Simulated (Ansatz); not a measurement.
## NaCl: one change and its effect

System: NaCl (Fm-3m, 2 atoms in the cell).
Method of run A: Kohn-Sham DFT of a periodic cell, PBE with D3(BJ), Ansatz PAW, no spin polarisation (Ansatz 0.2.0).

The structure derives from a Materials Project entry. Text and figures count atoms from 1; the logs count them from 0 in places.

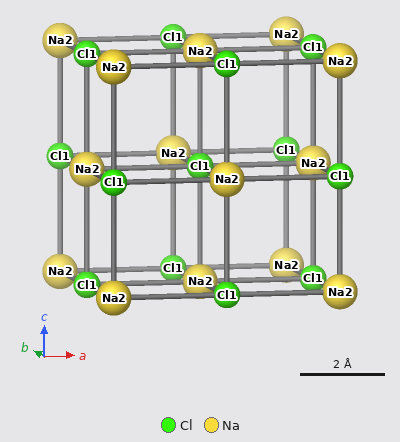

Fig. 1: The structure as given in the input (ball-and-stick view of the cell 4 times as large as that of the calculation, set on its symmetry axes, seen slightly off an axis; atoms are numbered from 1 in the order of the input).

## The input, run A
```yaml
crystal:
  lattice:
    - [0.0, 2.7940632177, 2.7940632177]
    - [2.7940632177, 0.0, 2.7940632177]
    - [2.7940632177, 2.7940632177, 0.0]
  atoms:
    - { symbol: Cl, position: [0.5, 0.5, 0.5] }
    - { symbol: Na, position: [0.0, 0.0, 0.0] }
hamiltonian:
  xc: pbe
  pseudopotentials: { kind: paw }
  dispersion: d3bj
kpoints:
  mp_grid: { grid: [8, 8, 8] }
scf:
  occupations: { method: fermi_dirac, width: 0.05 }
output:
  forces: true
  stress: true
relax:
  f_tol: 0.01
  max_steps: 40
  cell: { stress_tol: 0.05 }
```

Launched with:
```bash
ansatz run input.yaml --threads 2 --pin off --max-ram 5632MiB --backend cpu --events-out ev --progress --plain --runs-dir out
```

Hardware: 2 threads of Arm Neoverse V1, 24 GiB of memory available, shared host.

## Output, shortened to warnings, some set-up lines, iterations and results (run A)
```
Basis set: ecut = 420 eV, 869 PW (Γ), exchange–correlation on 54×54×54 points (8 copies of the dense FFT grid, shifted against one another)
Symmetry: 48 space group operations
k-points: 29 of 512
Initial density: superposition of atomic densities (neutral atoms: chi_scale 0, normalization atom), corrected by the library's trained network
[...]
SCF iter   1: F=—  HF=-2569.985041 eV  |F-HF|=—  |Δ(HF+E_count)|=         —  Δρ=9.73e-4  dr2=5.67e-4  ethr=1.77e-3  ⟨swp⟩=5.8  Hψ=2057  notcnv=0
SCF iter   2: F=—  HF=-2569.985177 eV  |F-HF|=—  |Δ(HF+E_count)|=   1.35e-4  Δρ=1.09e-3  dr2=7.80e-4  ethr=3.55e-6  ⟨swp⟩=2.0  Hψ=785  notcnv=0
SCF iter   3: F=—  HF=-2569.984969 eV  |F-HF|=—  |Δ(HF+E_count)|=   2.08e-4  Δρ=5.45e-4  dr2=2.03e-4  ethr=3.55e-6  ⟨swp⟩=2.0  Hψ=406  notcnv=0
SCF iter   4: F=—  HF=-2569.984907 eV  |F-HF|=—  |Δ(HF+E_count)|=   6.17e-5  Δρ=2.09e-4  dr2=3.05e-5  ethr=1.27e-6  ⟨swp⟩=2.2  Hψ=416  notcnv=0
SCF iter   5: F=—  HF=-2569.984926 eV  |F-HF|=—  |Δ(HF+E_count)|=   1.93e-5  Δρ=4.83e-5  dr2=1.59e-6  ethr=1.91e-7  ⟨swp⟩=2.0  Hψ=445  notcnv=0
[... 15 lines ...]
SCF iter   6: F=—  HF=-2569.985021 eV  |F-HF|=—  |Δ(HF+E_count)|=  2.81e-10  Δρ=6.99e-7  dr2=1.78e-10  ethr=6.75e-12  ⟨swp⟩=2.1  Hψ=554  notcnv=0
SCF iter   7: F=—  HF=-2569.985021 eV  |F-HF|=—  |Δ(HF+E_count)|=  2.68e-11  Δρ=2.91e-7  dr2=2.94e-11  ethr=1.11e-12  ⟨swp⟩=2.1  Hψ=554  notcnv=0
SCF iter   8: F=-2569.985021 eV  HF=-2569.985021 eV  |F-HF|=1.82e-12  |Δ(HF+E_count)|=  9.09e-13  Δρ=9.26e-8  dr2=2.93e-12  ethr=1.00e-12  ⟨swp⟩=5.0  Hψ=1250  notcnv=0
SCF 3 converged in 8 iterations: F = -2569.985021 eV  dr2 = 2.93e-12
relax step   3: F+E_penalty+E_count = -2569.98502090 eV  Δ(F+E_penalty+E_count) = +4.853e-6 eV  max|allowed force component| = 8.217e-30 eV/Å  Δτ_max = 0.0000 Å  P = -0.047 …
basis re-selected at this cell: Δ(F+E_penalty+E_count) = +4.853e-6 eV, ΔP = +0.000 GPa vs the last step (what re-selecting the basis moved, of the pressure what is left beyond the Pulay correction that the steps carried, after the strain that the cell walked since its last selection, with what the …
SCF converged after 8 iterations
Free energy (F): -2569.985021 eV
Harris-Foulkes:  -2569.985021 eV  (|F-HF|=1.82e-12)
Internal energy: -2569.985021 eV  (E = F + TS)
E sigma→0 (E₀):  -2569.985021 eV
Fermi energy:    4.034858 eV
--- Per-component energies (eV) ---
  E_band       = -230.640168
  E_kinetic    = 283.448130
  E_local      = -1514.316546  (includes V_loc(G=0)·N_el)
  E_nonlocal   = 143.642393
  E_hartree    = 533.464060
  E_xc         = -147.236322
  E_vxc        = -173.582515  (∫ρ·V_xc dr)
  E_paw        = -922.548637  (= ΣΔE_a)
  E_vpaw       = -36.759845  (= ΣTr[D̂ρ^β])
  E_aug_tail   = 0.000073  (compensation charges beyond the density's cutoff)
  E_ewald      = -945.994803
  E_disp       = -0.443369  (pairwise vdW)
  E_smearing   = -0.000000  (= −TS)
  E_closure    = 0.000000  (closes the sum)
  Σ components = -2569.985021   (vs F -2569.985021, Δ=0.00e0)
--- Forces (eV/Å), atoms counted from 1 ---
  atom   1  Cl     0.00000000     0.00000000    -0.00000000
  atom   2  Na    -0.00000000     0.00000000    -0.00000000
  max |Σ_I F_I| component: 1.30e-29 eV/Å
--- Stress (GPa, compression-positive) ---
       -0.046960      -0.000000      -0.000000
       -0.000000      -0.046960      -0.000000
       -0.000000      -0.000000      -0.046960
  P = ⅓ Tr σ = -0.0470 GPa (-0.470 kbar)
--- Relaxed structure (2 steps of the walk, 2 accepted, 1 SCFs on fresh bases) ---
  F+E_penalty+E_count = -2569.98502090 eV   max|allowed force component| = 8.217e-30 eV/Å   (the final SCF, on the basis selected at the relaxed cell)
  cell:  # Å, volume = 43.4663 Å³
    - [-3.630452573438107e-34, 2.790663630771492, 2.790663630771492]
    - [2.790663630771492, 2.229225264391821e-34, 2.790663630771492]
    - [2.790663630771492, 2.790663630771492, 7.643058049343389e-35]
  atoms:
    - { symbol: Cl, position: [0.49999999999999994, 0.49999999999999994, 0.49999999999999994] }
    - { symbol: Na, position: [-1.1667730513857358e-36, 1.705283690486845e-36, 1.705283690486845e-36] }
```

The input of run B differs as follows (lines with − go, lines with + come):
```diff
-  dispersion: d3bj
+  dispersion: d4
```

How does run B compare with run A?

The total energies belong to different models, so their difference says nothing on which is more stable or more accurate. The volume per atom goes from 21.73 to 22.37 Å³. The SCF takes 21 iterations over all geometry steps against 19.

## Output, shortened to warnings, some set-up lines, iterations and results (run B)
```
Basis set: ecut = 420 eV, 869 PW (Γ), exchange–correlation on 54×54×54 points (8 copies of the dense FFT grid, shifted against one another)
Symmetry: 48 space group operations
k-points: 29 of 512
Initial density: superposition of atomic densities (neutral atoms: chi_scale 0, normalization atom), corrected by the library's trained network
[...]
SCF iter   1: F=—  HF=-2569.745036 eV  |F-HF|=—  |Δ(HF+E_count)|=         —  Δρ=9.73e-4  dr2=5.67e-4  ethr=1.77e-3  ⟨swp⟩=5.8  Hψ=2057  notcnv=0
SCF iter   2: F=—  HF=-2569.745171 eV  |F-HF|=—  |Δ(HF+E_count)|=   1.35e-4  Δρ=1.09e-3  dr2=7.80e-4  ethr=3.55e-6  ⟨swp⟩=2.0  Hψ=785  notcnv=0
SCF iter   3: F=—  HF=-2569.744963 eV  |F-HF|=—  |Δ(HF+E_count)|=   2.08e-4  Δρ=5.45e-4  dr2=2.03e-4  ethr=3.55e-6  ⟨swp⟩=2.0  Hψ=406  notcnv=0
SCF iter   4: F=—  HF=-2569.744901 eV  |F-HF|=—  |Δ(HF+E_count)|=   6.17e-5  Δρ=2.09e-4  dr2=3.05e-5  ethr=1.27e-6  ⟨swp⟩=2.2  Hψ=416  notcnv=0
SCF iter   5: F=—  HF=-2569.744921 eV  |F-HF|=—  |Δ(HF+E_count)|=   1.93e-5  Δρ=4.83e-5  dr2=1.59e-6  ethr=1.91e-7  ⟨swp⟩=2.0  Hψ=445  notcnv=0
[... 19 lines ...]
SCF iter   4: F=—  HF=-2569.747322 eV  |F-HF|=—  |Δ(HF+E_count)|=   6.48e-6  Δρ=2.40e-6  dr2=4.33e-10  ethr=3.53e-11  ⟨swp⟩=2.0  Hψ=551  notcnv=0
SCF iter   5: F=—  HF=-2569.747322 eV  |F-HF|=—  |Δ(HF+E_count)|=   6.43e-8  Δρ=4.98e-7  dr2=8.37e-11  ethr=2.71e-12  ⟨swp⟩=2.1  Hψ=562  notcnv=0
SCF iter   6: F=-2569.747322 eV  HF=-2569.747322 eV  |F-HF|=2.27e-12  |Δ(HF+E_count)|=  3.76e-10  Δρ=4.46e-8  dr2=8.97e-13  ethr=1.00e-12  ⟨swp⟩=5.2  Hψ=1325  notcnv=0
SCF 4 converged in 6 iterations: F = -2569.747322 eV  dr2 = 8.97e-13
relax step   4: F+E_penalty+E_count = -2569.74732219 eV  Δ(F+E_penalty+E_count) = -2.216e-5 eV  max|allowed force component| = 1.759e-30 eV/Å  Δτ_max = 0.0000 Å  P = +0.009 …
basis re-selected at this cell: Δ(F+E_penalty+E_count) = -2.216e-5 eV, ΔP = -0.001 GPa vs the last step (what re-selecting the basis moved, of the pressure what is left beyond the Pulay correction that the steps carried, after the strain that the cell walked since its last selection, with what the …
SCF converged after 6 iterations
Free energy (F): -2569.747322 eV
Harris-Foulkes:  -2569.747322 eV  (|F-HF|=2.27e-12)
Internal energy: -2569.747322 eV  (E = F + TS)
E sigma→0 (E₀):  -2569.747322 eV
Fermi energy:    3.754719 eV
--- Per-component energies (eV) ---
  E_band       = -234.342626
  E_kinetic    = 283.129308
  E_local      = -1528.537080  (includes V_loc(G=0)·N_el)
  E_nonlocal   = 143.583334
  E_hartree    = 538.831123
  E_xc         = -147.104893
  E_vxc        = -173.402843  (∫ρ·V_xc dr)
  E_paw        = -922.543447  (= ΣΔE_a)
  E_vpaw       = -36.777664  (= ΣTr[D̂ρ^β])
  E_aug_tail   = 0.000063  (compensation charges beyond the density's cutoff)
  E_ewald      = -936.909830
  E_disp       = -0.195901  (pairwise vdW)
  E_smearing   = -0.000000  (= −TS)
  E_closure    = 0.000000  (closes the sum)
  Σ components = -2569.747322   (vs F -2569.747322, Δ=0.00e0)
--- Forces (eV/Å), atoms counted from 1 ---
  atom   1  Cl     0.00000000    -0.00000000    -0.00000000
  atom   2  Na    -0.00000000     0.00000000    -0.00000000
  max |Σ_I F_I| component: 3.32e-30 eV/Å
--- Stress (GPa, compression-positive) ---
        0.009025      -0.000000      -0.000000
       -0.000000       0.009025       0.000000
       -0.000000       0.000000       0.009025
  P = ⅓ Tr σ = 0.0090 GPa (0.090 kbar)
--- Relaxed structure (3 steps of the walk, 3 accepted, 1 SCFs on fresh bases) ---
  F+E_penalty+E_count = -2569.74732219 eV   max|allowed force component| = 1.759e-30 eV/Å   (the final SCF, on the basis selected at the relaxed cell)
  cell:  # Å, volume = 44.7430 Å³
    - [-1.0190744065791185e-34, 2.817723976842056, 2.817723976842056]
    - [2.817723976842056, 1.5286902385746434e-34, 2.817723976842056]
    - [2.817723976842056, 2.817723976842056, -2.2419558316034632e-33]
  atoms:
    - { symbol: Cl, position: [0.5, 0.5, 0.5] }
    - { symbol: Na, position: [1.0052198596540075e-35, -1.1129219874743273e-35, -1.0411205689274966e-35] }
```

## The two runs side by side

```tsv
quantity	run A	run B
outcome	converged	converged
free energy per atom (eV)	−1284.9925	−1284.8737
pressure (GPa)	−0.05	0.01
volume per atom (Å³)	21.73	22.37
largest force (eV/Å)	0.000	0.000
SCF iterations	19	21
irreducible k-points	29	29
wall time (shared host)	1.7 s	2.4 s
```
